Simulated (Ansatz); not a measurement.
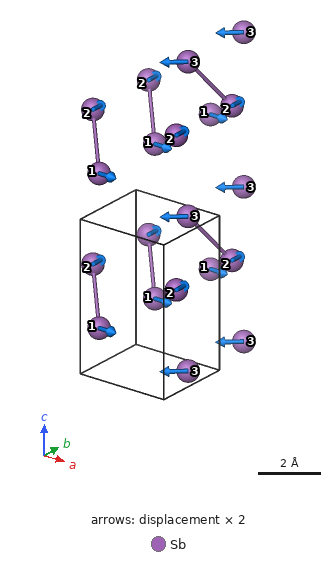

This is a relaxation of crystalline Sb (built on the trigonal selenium_152 type) (coarse preliminary run). The starting structure is drawn; blue arrows show the displacements (the part carried along by the change of the cell is left out), magnified 2 times.

Style: ball-and-stick. Shown: the cell of the calculation, repeated 1 × 2 × 2 with one cell outlined, slightly off an axis.

Case: trigonal selenium type (P3_121, No. 152).

These are results of Ansatz 0.2.0, DFT PBE, scalar-relativistic, plane waves, PAW, not measurements.

The input:
```yaml
crystal:
  lattice:
    - [4.5328894119, 0.0, 0.0]
    - [-2.266444706, 3.9255973833, 0.0]
    - [0.0, 0.0, 5.1427147757]
  atoms:
    - { symbol: Sb, position: [0.2254, 0.0, 0.3333333333] }
    - { symbol: Sb, position: [0.0, 0.2254, 0.6666666667] }
    - { symbol: Sb, position: [0.7746, 0.7746, 0.0] }
basis:
  ecutwfc: 420
kpoints:
  mp_grid: { grid: [6, 6, 4] }
hamiltonian:
  xc: pbe
scf:
  occupations: { method: gaussian, width: 0.1 }
  lower_state_search: "off"
output:
  forces: true
  stress: true
  eigenvalues: true
relax:
  adjacent_minimum: "off"
  f_tol: 0.04
  max_steps: 70
  cell: { stress_tol: 0.4 }
```

> Describe the change and its energy.

The largest moves relative to the cell, 0.47 Å, are those of Sb1, Sb2 and Sb3. Sb3 goes along [−1 −1 0]. Cell: a = b 4.533 → 4.382 Å (−3.3 %), c 5.143 → 5.430 Å (+5.6 %). Volume −1.3 %. Some distances before and after: Sb1–Sb2 2.464 → 3.109 Å, Sb1–Sb2 (another image) 3.567 → 3.112 Å. Bond angles that change, for instance: Sb2–Sb1–Sb3 103.1° → 90.5°. The space group (tolerance 0.01 Å) goes from P3_121 (No. 152) to R-3m (No. 166). Over 4 accepted moves (5 points after the start) the energy falls by 1043 meV per atom. Largest force component: 5.5 eV/Å at the start, 0.0061 eV/Å at the end. Pressure: 18.93 GPa at the start and −0.04 GPa at the end. At 1 point the geometry stayed and the basis and grid were re-selected for the new cell (energy shift of 0.1 meV per atom at most each time).
